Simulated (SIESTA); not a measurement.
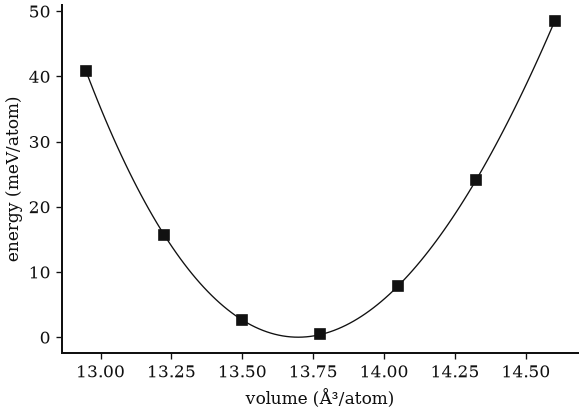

The figure shows the energy against volume for Ta₂C, space group P-3m1 (No. 164).

Starting cell:
```cif
data_structure
_symmetry_space_group_name_H-M 'P 1'
_symmetry_Int_Tables_number 1
_cell_length_a 3.1059
_cell_length_b 3.1059
_cell_length_c 4.9464
_cell_angle_alpha 90.000
_cell_angle_beta 90.000
_cell_angle_gamma 120.000
_cell_volume 41.32
loop_
_atom_site_label
_atom_site_type_symbol
_atom_site_fract_x
_atom_site_fract_y
_atom_site_fract_z
_atom_site_occupancy
Ta1 Ta 0.66667 0.33333 0.74799 1
Ta2 Ta 0.33333 0.66667 0.25201 1
C1 C 0.00000 0.00000 0.00000 1
```

How it was computed, with SIESTA 5.4.2: DFT in numerical atomic orbitals with pseudopotentials, no spin polarisation; energies at scaled volumes of the given cell, shape and fractions fixed, counted from the fit's minimum, third-order Birch-Murnaghan fit. Level: PBEsol.

- k mesh: 10×10×6
- occupations: Fermi–Dirac
- smearing width: 0.05 eV
- potentials: PseudoDojo 0.4 standard, converted to PSML, two zetas on semicore shells
- program settings: basis DZP, mesh cutoff 800 Ry

From this curve and the settings, what does the calculation give for the pressure at the same points?

The pressure falls from 18.41 GPa at volume 12.95 Å³/atom to −16.28 GPa at 14.60 Å³/atom, and changes sign near 13.70 Å³/atom.

```
volume (Å³/atom)  pressure (GPa)
           12.95           18.41
           13.22           11.01
           13.50            4.30
           13.77           -1.61
           14.05           -6.94
           14.33          -11.89
           14.60          -16.28
```

Keep in mind: mulliken charges of long orbitals; short basis over semicore shells; shape and atomic fractions are frozen while scaling, which makes layered, chain and framework solids too stiff.
